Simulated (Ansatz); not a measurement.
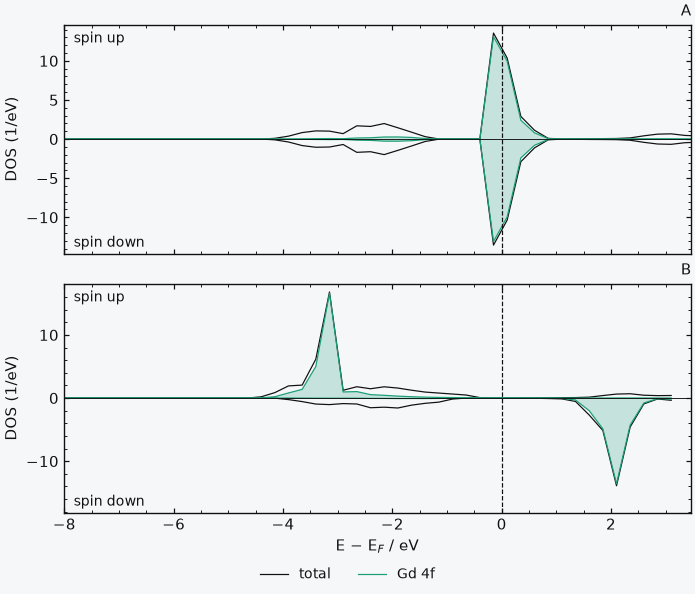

Spin-resolved densities of states of GdN, space group P1 (No. 1), 2 atoms in the cell, in two magnetic states on the same cell (spin down negative; each from its own Fermi level; a run without spin polarisation is drawn as two equal halves). Method: DFT with PBE, PAW plane waves, spin-polarised, 7×6×6 k mesh, 420 eV cutoff (Ansatz 0.2.0).

Which panel is which state: non-magnetic and ferromagnetic?

Answer. A is non-magnetic (metal); B is ferromagnetic (net moment 7.0 μB, local moments 7.1 μB in all, gap 0.46 eV). Unequal spin channels mark a net moment; equal ones mean that moments cancel or are absent.

Which of these states is lowest in energy?

Answer. The ferromagnetic one; the non-magnetic state lies 3596 meV an atom higher. Other orders weren't compared here.

The atoms aren't at rest in this cell (largest force 3.0 eV/Å), so the relaxed material can differ. Spin-orbit coupling is left out, which matters for Gd.
